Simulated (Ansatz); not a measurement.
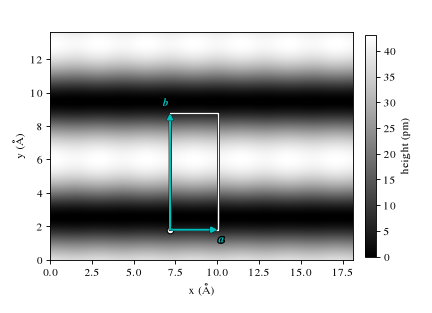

Constant-current image at a set point of 2.6 × 10⁻⁶ e/Å³ of Mo(211) (Fm-3m bulk, 14 atomic planes (those closer than 0.6 Å count as one), 10 Å), sample bias −0.50 V. The white outline is the surface cell of the coordinates below, with its origin (dot) on a lattice point and its vectors a and b marked.

Images follow the Tersoff–Hamann model: the current is the local density of the sample's states between the Fermi level and the bias, at the tip's centre. Bias windows are sharp sums over the levels of the k mesh.

The calculation used Ansatz, DFT PBE, scalar-relativistic, plane waves, PAW. Cutoff 420 eV, 21 × 9 k-points, Gaussian smearing 0.1 eV, dipole correction. The slab is a cut without reconstruction beyond its cell, at the source's lattice constants, with its lower half held fixed and the rest relaxed. This isn't the element's usual bcc form. No spin polarisation. The run warns that the functional's potential is rough in the thin density of the vacuum, where the tip is; weak contrasts and barriers may feel it.

```yaml
crystal:
  lattice:
    - [2.84964, 0.00000, 0.00000]
    - [0.00000, 6.98016, 0.00000]
    - [0.00000, 0.00000, 28.69406]
  atoms:
    - { symbol: Mo, position: [0.50000, 0.66667, 0.31365] }
    - { symbol: Mo, position: [0.00000, 0.33333, 0.34232] }
    - { symbol: Mo, position: [0.50000, 0.00000, 0.37099] }
    - { symbol: Mo, position: [0.00000, 0.66667, 0.39966] }
    - { symbol: Mo, position: [0.50000, 0.33333, 0.42833] }
    - { symbol: Mo, position: [0.00000, 0.00000, 0.45700] }
    - { symbol: Mo, position: [0.50000, 0.66667, 0.48567] }
    - { symbol: Mo, position: [0.00000, 0.36727, 0.51159] }
    - { symbol: Mo, position: [0.50000, 0.06878, 0.53832] }
    - { symbol: Mo, position: [0.00000, 0.77088, 0.56362] }
    - { symbol: Mo, position: [0.50000, 0.46508, 0.58879] }
    - { symbol: Mo, position: [0.00000, 0.17112, 0.61776] }
    - { symbol: Mo, position: [0.50000, 0.86290, 0.64074] }
    - { symbol: Mo, position: [0.00000, 0.57490, 0.66190] }
```

**Which atoms or sites appear bright, which dark, and how strong is the contrast?**

The brightest spots lie over points 1.4 Å to the side of the top Mo atoms and the top Mo atoms; the darkest points are over the Mo atoms 1.3 Å below the top plane. The corrugation is 43 pm at a mean tip height of 5.0 Å.
